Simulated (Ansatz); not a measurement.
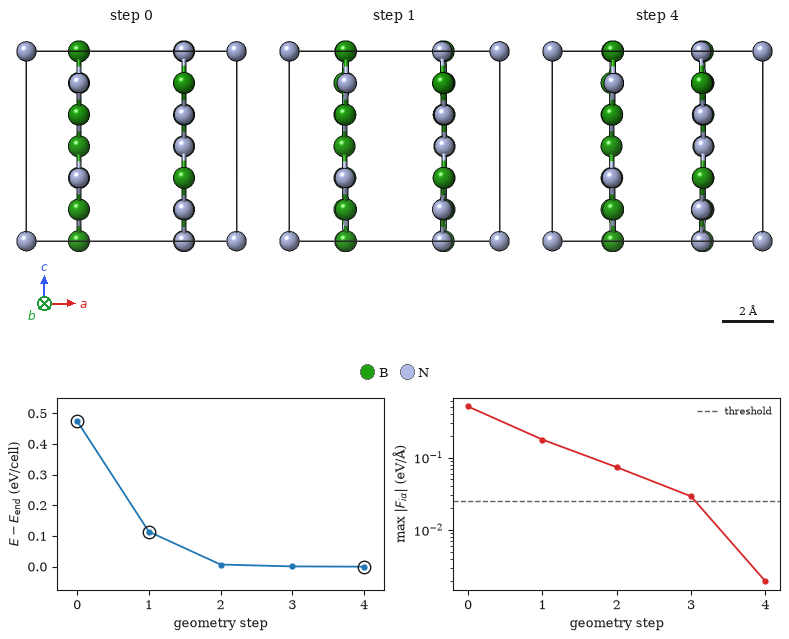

Frames of a relaxation of a defect cell of composition B₂₄N₂₅, marked on the history of the run. A ball-and-stick model of the cell of the calculation, seen along the b axis.

Case: N interstitial, charge +0, atoms relaxed at the host's cell.

Theory: DFT PBE, scalar-relativistic, plane waves, PAW in Ansatz. Settings: plane-wave cutoff 420 eV; k-point mesh 2 × 2 × 2; occupations gaussian; smearing width 0.01 eV; collinear spin; atoms relaxed in a fixed cell; force threshold 0.025 eV/Å; at most 45 steps.

**What happens along the run?**

The largest moves, 0.35 Å, are those of N atoms. By element the largest moves are N 0.35 Å, B 0.33 Å. The lattice vectors keep their values. The energy falls by 0.475 eV per cell of the calculation in 4 geometry steps. The largest force component goes from 0.51 to 0.002 eV/Å. The run took 95 s on 4 threads of Arm Neoverse V1, with other jobs on the host, peak memory 2 GiB. From step 0 to 1: N atoms move most (0.19 Å), energy −0.361 eV per cell of the calculation. From step 1 to 4: B atoms move most (0.17 Å), energy −0.114 eV per cell of the calculation.

```tsv
step	E − E(0), meV/atom	largest force component, eV/Å
0	0.00	0.5069
1	-7.36	0.1773
2	-9.55	0.0736
3	-9.68	0.0291
4	-9.69	0.0020
```

Limits of the set-up: the periodic images lie only 8.3 Å apart, so the values are limited by the cell's size.
